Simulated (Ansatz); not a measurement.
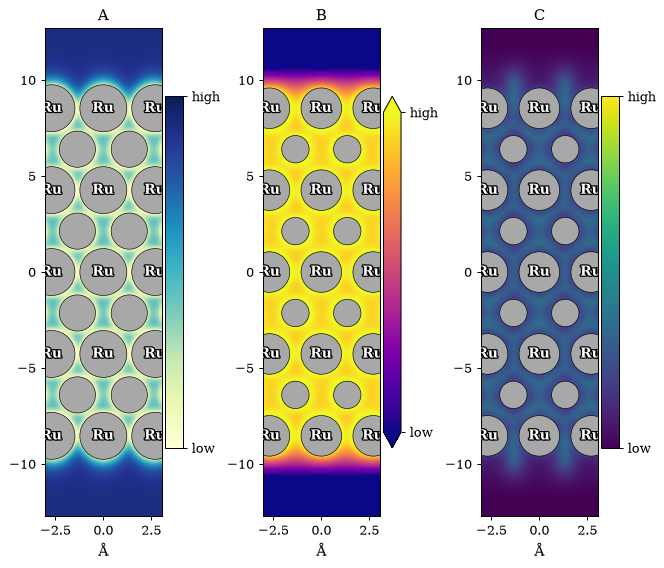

Ru (slab): 3 fields on the (010) plane of the calculation cell, a cut from vacuum to vacuum, with unlabelled colour scales. Grey discs cover the atomic cores.

Changed on purpose from its base cell (repeats removed: -1); not relaxed (largest force 0.8 eV/Å); computed without spin polarisation.

All numbers below come from Ansatz 0.2.0, DFT r2SCAN, scalar-relativistic, plane waves, PAW.

### Which field does each panel show? The fields are: electron localisation function, electrostatic potential energy of an electron and valence pseudo-density.

Panel A: electrostatic potential energy of an electron (low next to the atoms, rising into the space between them). Panel B: valence pseudo-density. Panel C: electron localisation function. From the grid: Ru–Ru (2.70 Å): ρ at the midpoint is about 0.38 e/Å³; the ELF is about 0.30 at the midpoint.
